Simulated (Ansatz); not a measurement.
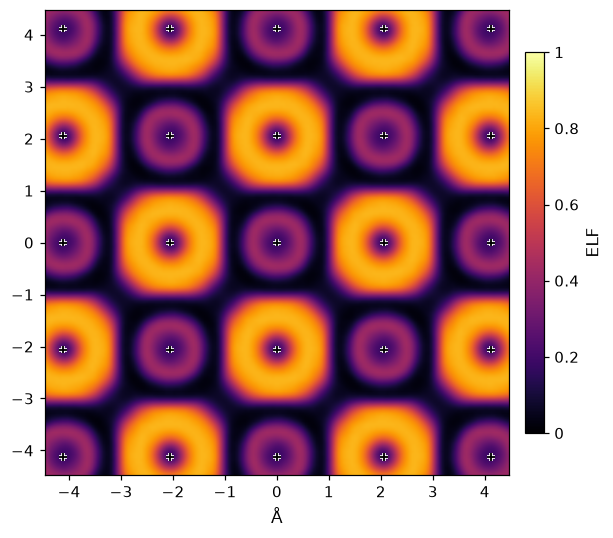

The ELF on a plane through atoms (crosses mark nuclei in the plane).

Theory: Ansatz 0.2.0, DFT, HSE06, plane waves, PAW.

Candidates:
A. CdTe, a = 6.63 Å, b = 6.63 Å, c = 6.63 Å, α = 90.00°, β = 90.00°, γ = 90.00°. Space group F-43m; started from the zincblende prototype, which need not be the ambient phase; changed on purpose from its base cell (hydrostatic strain +1.0%).
B. MgO, a = 4.12 Å, b = 4.12 Å, c = 4.12 Å, α = 90.00°, β = 90.00°, γ = 90.00°. Space group Fm-3m; started from the rocksalt prototype, which need not be the ambient phase; changed on purpose from its base cell (hydrostatic strain -2.0%); computed pressure about 11 GPa in this cell.

Which system is this?

Candidate B: MgO on the (100) plane of the conventional cell, which holds Mg and O. Mg–O (2.06 Å): the ELF peaks at about 0.85 in the valence shell of O, 0.6 Å from its nucleus, and is about 0.35 at the midpoint: an ionic contact with no shared pair.
